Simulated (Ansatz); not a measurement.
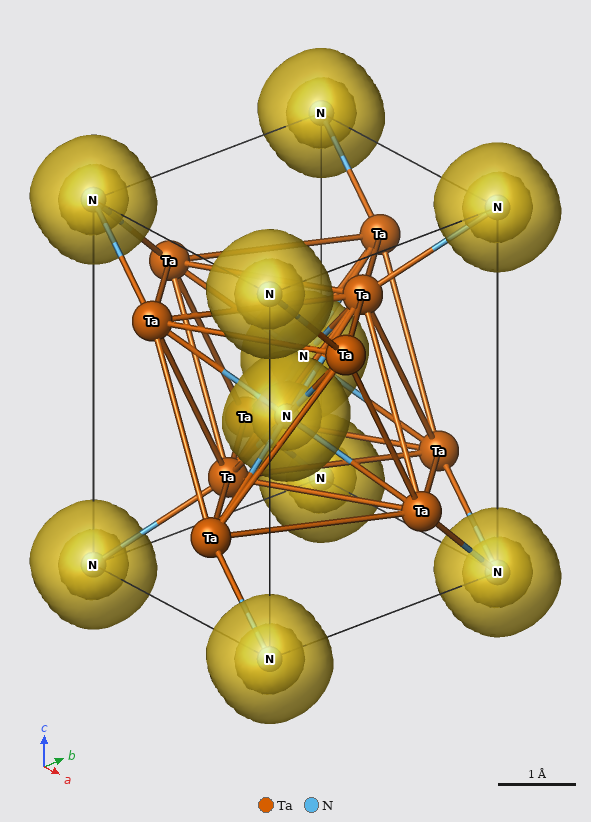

The picture shows: Ta2N. Isosurface of the electron localisation function at 0.7 (yellow), seen at an oblique angle. Only the valence region is drawn (cores and ρ < 0.01 e/Å³ removed). Sticks mark near contacts.

Space group P-31m; a structure from a database of computed crystals, not necessarily the ambient phase; computed pressure about −5 GPa in this cell; computed without spin polarisation.

The calculation used Ansatz 0.2.0, DFT PBEsol, scalar-relativistic, plane waves, PAW.

Input file:

```
crystal:
  lattice:
    - [5.2965720514, 0.0, 0.0]
    - [-2.6482860257, 4.5869659495, 0.0]
    - [0.0, 0.0, 4.9391825701]
  atoms:
    - { symbol: Ta, position: [0.66636167, 0.66636167, 0.75361826] }
    - { symbol: Ta, position: [0.0, 0.33363833, 0.75361826] }
    - { symbol: Ta, position: [0.33363833, 0.0, 0.75361826] }
    - { symbol: Ta, position: [0.33363833, 0.33363833, 0.24638174] }
    - { symbol: Ta, position: [0.0, 0.66636167, 0.24638174] }
    - { symbol: Ta, position: [0.66636167, 0.0, 0.24638174] }
    - { symbol: "N", position: [0.66666667, 0.33333333, 0.5] }
    - { symbol: "N", position: [0.33333333, 0.66666667, 0.5] }
    - { symbol: "N", position: [0.0, 0.0, 0.0] }
basis:
  ecutwfc: 420
kpoints:
  mp_grid: { grid: [12, 12, 8] }
hamiltonian:
  xc: pbesol
scf:
  occupations: { method: gaussian, width: 0.1 }
output:
  forces: true
  stress: true
  eigenvalues: true
  populations: true
  write_density: true
  write_potential: true
  elf: true
  volumetric_format: npy
```

Run with:

```sh
ansatz run input.yaml --threads 2 --pin off --max-ram 5120MiB --backend cpu --events-out ev --progress --plain --runs-dir out
```

Below, planes, directions and counts refer to the conventional cell (a = 5.30 Å, b = 5.30 Å, c = 4.94 Å, α = 90.00°, β = 90.00°, γ = 120.00°).

Identify the bonds, lone pairs and shells in this picture.

Answer. At this value the surface marks out three regions wrapped around N (the valence shell of each), counted in one cell of 9 atoms. Any copies at cell faces, edges or corners count once. Along the contacts the grid gives the following. Ta–N (2.15 Å): the ELF peaks at about 0.80 in the valence shell of N, 0.6 Å from its nucleus, and drops to about 0.20 between the two atoms (no localised pair shows between them). Ta–Ta (3.00 Å): the ELF is about 0.40 at the midpoint.
